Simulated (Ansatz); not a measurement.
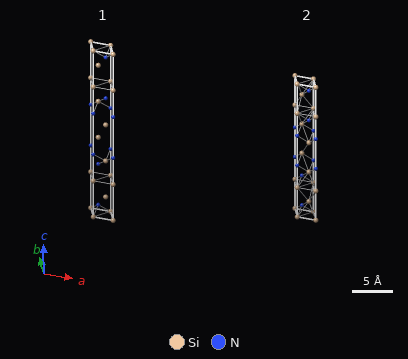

Two geometries of crystalline Si$_{3}$N$_{2}$ (a generated structure, set up in R-3m) (coarse preliminary run), drawn at one scale. One is the start of a relaxation, the other its converged end. Style: ball-and-stick. Shown: the conventional cell (3 times the calculation's cell), from a free direction. Lengths and directions refer to the drawn axes.

The calculation used Ansatz 0.2.0, DFT PBE, scalar-relativistic, plane waves, PAW. Settings: plane-wave cutoff 420 eV; k-point mesh 12 × 12 × 12; occupations gaussian; smearing width 0.1 eV; no spin polarisation; cell and atoms relaxed; force threshold 0.05 eV/Å; at most 60 steps.

### Which geometry has the lower energy?

Structure 1 is the relaxed one. Case: Hf → Si on all its sites, cell and atoms relaxed. After 12 accepted moves (16 points after the start) the energy has fallen by 1438 meV per atom. The largest force component goes from 8.6 to 0.00034 eV/Å. Pressure: 119.30 GPa at the start and 0.13 GPa at the end. The line search rejected the trial steps at points 11, 14 of the run. The SCF was repeated twice at an unchanged geometry on a basis and grid sized afresh for the cell, which shifted the energy by 43.6 meV per atom at most. The largest moves relative to the cell, 0.27 Å, are those of N atoms. Largest moves by element: N 0.27 Å, Si 0.09 Å. The volume changes by +43.3 %, with a = b 2.583 → 2.765 Å (+7.1 %), c 18.729 → 23.418 Å (+25.0 %). Some distances before and after: Si–Si 2.583 → 3.160 Å, N–Si 1.839 → 2.334 Å, Si–Si 2.515 → 2.843 Å, Si–Si 2.583 → 2.765 Å. Among the angles between lasting bonds that change: Si–N–Si 90.8° → 93.6°. The space group stays R-3m (No. 166). The run took 2.9 min on 1 thread of Intel(R) Xeon(R) Platinum 8259CL CPU @ 2.50GHz (Skylake/Cascade Lake) (shared host), peak memory 0.49 GiB.
